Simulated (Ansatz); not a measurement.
## Electronic structure of AlGa15N16 (cell with a defect) in real space

Input file:

```
crystal:
  lattice:
    - [4.5484769843, 4.5484769843, -4.5484769843]
    - [-4.5484769843, -4.5484769843, -4.5484769843]
    - [-4.5484769843, 4.5484769843, 4.5484769843]
  atoms:
    - { symbol: Al, position: [0.25, 0.0, 0.75] }
    - { symbol: Ga, position: [0.5, 0.75, 0.75] }
    - { symbol: Ga, position: [0.75, 0.5, 0.75] }
    - { symbol: Ga, position: [0.75, 0.0, 0.25] }
    - { symbol: Ga, position: [0.0, 1.0, 0.0] }
    - { symbol: Ga, position: [0.25, 0.75, 0.0] }
    - { symbol: Ga, position: [0.5, 0.5, 0.0] }
    - { symbol: Ga, position: [0.75, 0.25, 0.0] }
    - { symbol: Ga, position: [0.0, 0.25, 0.75] }
    - { symbol: Ga, position: [0.5, 0.0, 0.5] }
    - { symbol: Ga, position: [0.75, 0.75, 0.5] }
    - { symbol: Ga, position: [0.0, 0.75, 0.25] }
    - { symbol: Ga, position: [0.25, 0.5, 0.25] }
    - { symbol: Ga, position: [0.5, 0.25, 0.25] }
    - { symbol: Ga, position: [0.0, 0.5, 0.5] }
    - { symbol: Ga, position: [0.25, 0.25, 0.5] }
    - { symbol: "N", position: [0.25, 0.0, 0.0] }
    - { symbol: "N", position: [0.5, 0.75, 0.0] }
    - { symbol: "N", position: [0.75, 0.5, 0.0] }
    - { symbol: "N", position: [0.75, 0.0, 0.5] }
    - { symbol: "N", position: [0.0, 0.0, 0.25] }
    - { symbol: "N", position: [0.25, 0.75, 0.25] }
    - { symbol: "N", position: [0.5, 0.5, 0.25] }
    - { symbol: "N", position: [0.75, 0.25, 0.25] }
    - { symbol: "N", position: [0.0, 0.25, 0.0] }
    - { symbol: "N", position: [0.5, 0.0, 0.75] }
    - { symbol: "N", position: [0.75, 0.75, 0.75] }
    - { symbol: "N", position: [0.0, 0.75, 0.5] }
    - { symbol: "N", position: [0.25, 0.5, 0.5] }
    - { symbol: "N", position: [0.5, 0.25, 0.5] }
    - { symbol: "N", position: [0.0, 0.5, 0.75] }
    - { symbol: "N", position: [0.25, 0.25, 0.75] }
  host:
    lattice:
      - [0.0, 2.2742384922, 2.2742384922]
      - [2.2742384922, 0.0, 2.2742384922]
      - [2.2742384922, 2.2742384922, 0.0]
    atoms:
      - { symbol: Ga, position: [0.0, 0.0, 0.0] }
      - { symbol: "N", position: [0.75, 0.75, 0.75] }
basis:
  ecutwfc: 420
  xc_grid: 2
kpoints:
  mp_grid: { grid: [2, 2, 2], shift: [0.5, 0.5, 0.5] }
hamiltonian:
  xc: pbe
scf:
  occupations: { method: gaussian, width: 0.01 }
output:
  forces: true
  stress: false
  eigenvalues: true
  charged_corrections:
    defect_position: [0.25, 0.0, 0.75]
    epsilon: [[10.9988, 0.0, 0.0], [0.0, 10.9988, 0.0], [0.0, 0.0, 10.9988]]
  write_density: true
  write_potential: true
  elf: true
  volumetric_format: npy
relax:
  adjacent_minimum: "off"
  f_tol: 0.025
  max_steps: 45
```

Run with:

```sh
ansatz run input.yaml --threads 4 --pin off --max-ram 6144MiB --backend cpu --events-out ev --progress --plain --runs-dir out
```

The fields are those of the relaxed geometry.

Method: Ansatz, DFT PBE, scalar-relativistic, plane waves, PAW.

In a PAW calculation such maps are meaningful between the atoms, not at the nuclei.

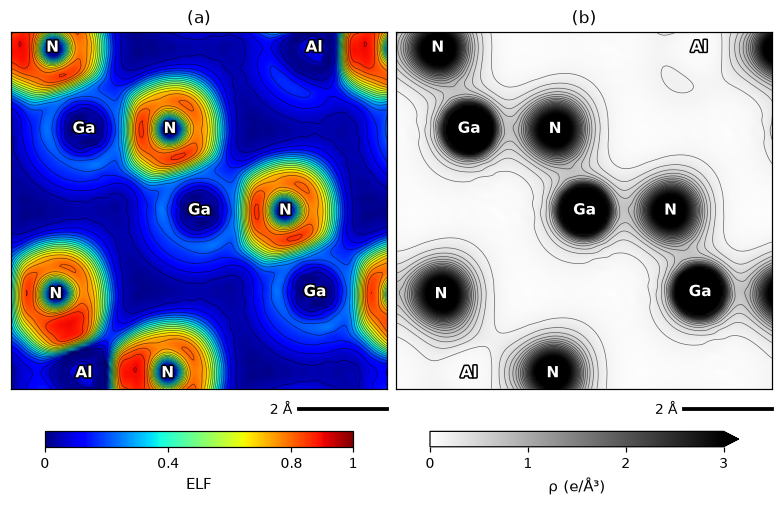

Figure 1. (a) electron localisation function; (b) valence charge density (pseudo) on the (100) plane of the calculation cell.

**Read the bonding off the picture.**

- The section cuts through Al, Ga and N sites.
- Al–N (1.91 Å): ρ at the midpoint is about 0.67 e/Å³; the ELF peaks at about 0.90 between the atoms (a shared but strongly polarised pair).
- Ga–N (1.97 Å): ρ is about 0.73 e/Å³ halfway; the ELF peaks at about 0.85 in the valence shell of N, 0.7 Å from its nucleus, and is about 0.50 at the midpoint.
- Between the atoms the lowest density in this plane is 0.01 e/Å³.

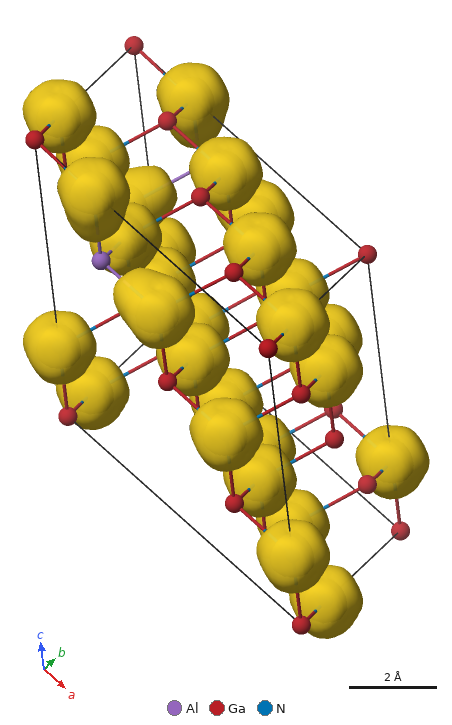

Figure 2. Isosurface of the electron localisation function at 0.75 (yellow), seen slightly off an axis. Only the valence region is drawn (cores and ρ < 0.01 e/Å³ removed). Sticks mark near contacts.

**What do the ELF domains correspond to?**

At this value the surface marks out four regions on N in which the atom's valence shell and bonds are merged and twelve regions wrapped around N (the valence shell of each), counted in one cell of 32 atoms. Regions shared between cells count once.

**Does the calculation give a band gap?**

It is gapped, with a Kohn–Sham gap of 3.6 eV on the k-point mesh, an upper bound to the gap of this method.
